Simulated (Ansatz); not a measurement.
SnO$_{2}$

```
Sn O
1.0
     0.00000    5.61169    0.00000
    -3.20783    0.00000    0.00000
     0.00000   -1.87056    4.08138
Sn O
2 4
Direct
  0.00000 0.50000 0.50000
  0.50000 0.00000 0.50000
  0.24519 0.00000 0.73557
  0.74519 0.50000 0.73557
  0.25481 0.50000 0.26443
  0.75481 0.00000 0.26443
```

Space group C2/m; a structure from a database of computed crystals, not necessarily the ambient phase; changed on purpose from its base cell (strain +0.0100 x Voigt [0, 1, 0, 0, 0, 0], atoms carried along); computed pressure about −2 GPa in this cell.

The calculation used DFT LDA, scalar-relativistic, plane waves, PAW in Ansatz.

Core electrons are frozen (PAW), and the valence fields are smoothed inside the atomic spheres.

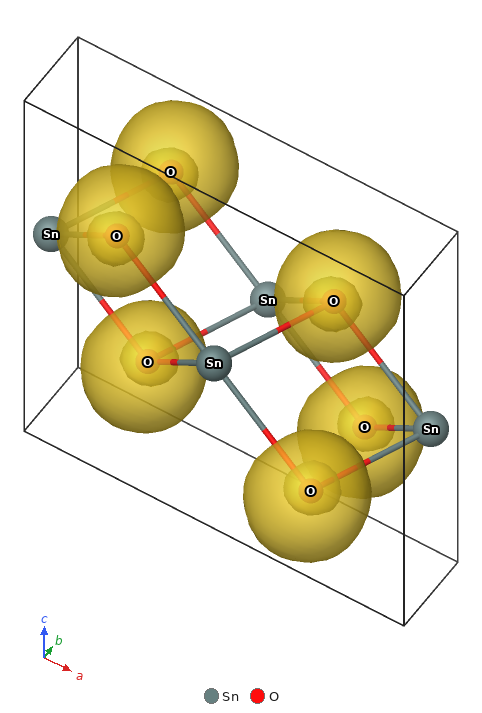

Figure 1. Isosurface of the ELF at 0.7 (yellow), seen slightly off an axis. Only the valence region is drawn (cores and ρ < 0.01 e/Å³ removed). Sticks mark near contacts.

> Describe the localisation domains.

The surface consists of four regions wrapped around O (the valence shell of each), counted in one cell of 6 atoms. Regions shared between cells count once.


Sn–O (2.09 Å): the ELF peaks at about 0.80 in the valence shell of O, 0.6 Å from its nucleus, and is about 0.25 at the midpoint; no shared electron pair shows on this line.

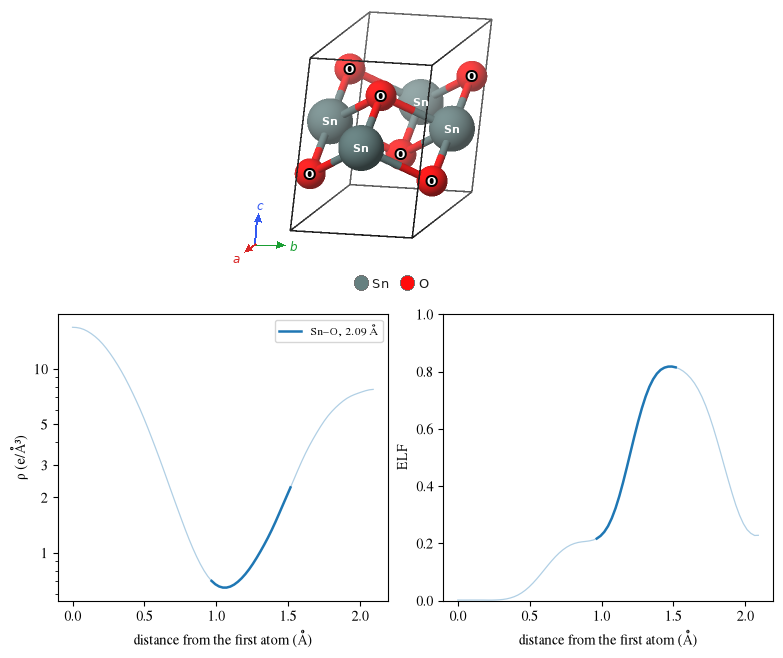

Figure 2. Valence electron density and electron localisation function along straight lines between neighbouring atoms. Thin, pale parts lie inside the atomic spheres. The structure is drawn too.

> What can be read from the curves?

Sn–O (2.09 Å): the density is about 0.65 e/Å³ at the midpoint; the ELF peaks at about 0.80 in the valence shell of O, 0.6 Å from its nucleus, and is about 0.25 at the midpoint: no shared electron pair shows on this line.

> Does the calculation give a band gap?

It is gapped, with a Kohn–Sham gap of 1.4 eV on the k-point mesh (the band edges may lie off the mesh, which would make the gap smaller).
